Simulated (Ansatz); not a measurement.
TaC$_{2}$

```xyz
24
Lattice="6.2045 0.0000 0.0000 0.0000 6.2045 0.0000 0.0000 0.0000 6.2045" Properties=species:S:1:pos:R:3 pbc="T T T"
Ta    0.0000    0.0000    0.0000
Ta    3.1023    3.1023    0.0000
Ta    3.1023    0.0000    3.1023
Ta    0.0000    3.1023    3.1023
Ta    1.5511    1.5511    1.5511
Ta    4.6534    4.6534    1.5511
Ta    4.6534    1.5511    4.6534
Ta    1.5511    4.6534    4.6534
C     3.8778    0.7756    0.7756
C     0.7756    3.8778    0.7756
C     0.7756    0.7756    3.8778
C     3.8778    3.8778    3.8778
C     3.8778    2.3267    2.3267
C     0.7756    5.4289    2.3267
C     0.7756    2.3267    5.4289
C     3.8778    5.4289    5.4289
C     5.4289    2.3267    0.7756
C     2.3267    5.4289    0.7756
C     2.3267    2.3267    3.8778
C     5.4289    5.4289    3.8778
C     5.4289    0.7756    2.3267
C     2.3267    3.8778    2.3267
C     2.3267    0.7756    5.4289
C     5.4289    3.8778    5.4289
```

Space group Fd-3m; a structure generated by program, which may or may not match a known phase.

Level of theory: DFT PBE, scalar-relativistic, plane waves, PAW in Ansatz 0.2.0.

In a PAW calculation such maps are meaningful between the atoms, not at the nuclei.

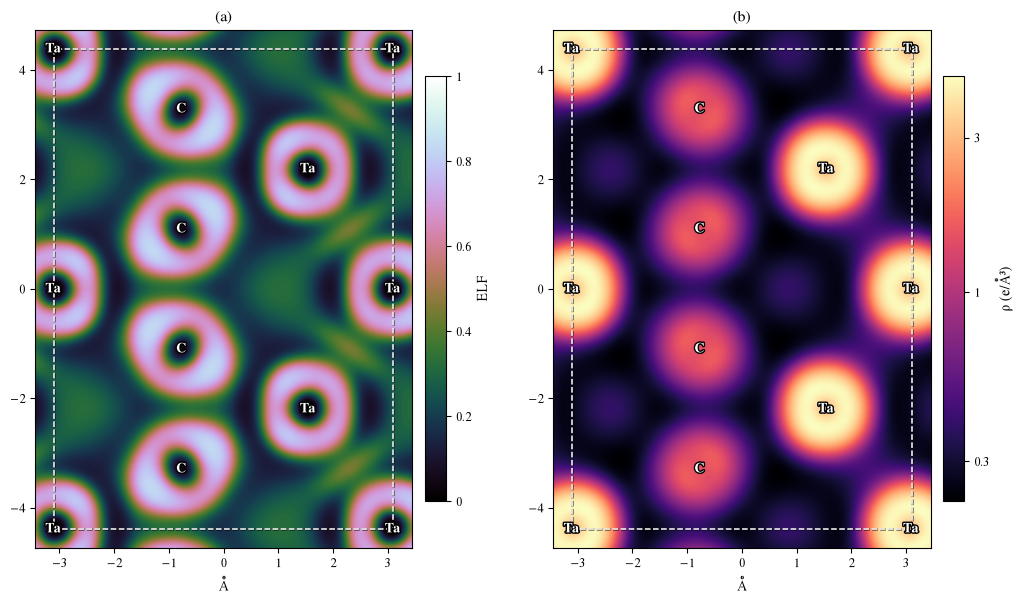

Figure 1. (a) ELF; (b) valence charge density (pseudo) on the (011) plane of the conventional cell.

What does the map show?

Answer.
- The section cuts through Ta and C sites.
- Ta–C (2.57 Å): ρ is about 0.3 e/Å³ halfway; the ELF peaks at about 0.85 in the valence shell of C, 0.7 Å from its nucleus, and is about 0.15 at the midpoint.
- Ta–Ta (2.69 Å): ρ is about 0.44 e/Å³ halfway; the ELF is about 0.45 at the midpoint.
- Between the atoms the lowest density in this plane is 0.23 e/Å³.
- The features right at Ta lie inside the PAW spheres, where the map follows smoothed inner orbitals and isn't to be read closely.

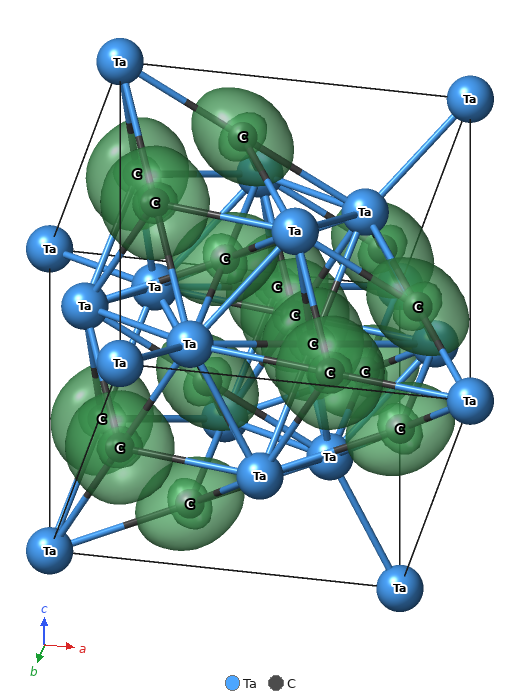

Figure 2. Isosurface of the ELF at 0.6 (green), seen at an oblique angle. Core shells and regions of very low density are left out. Sticks mark near contacts.

Identify the bonds, lone pairs and shells in this picture.

Answer. The surface consists of 16 regions wrapped around C (the valence shell of each), counted in one cell of 24 atoms. Regions shared between cells count once.

Does the calculation make it a metal, or give it a gap?

Answer. It is metallic or semimetallic at this level of theory: no gap opens.
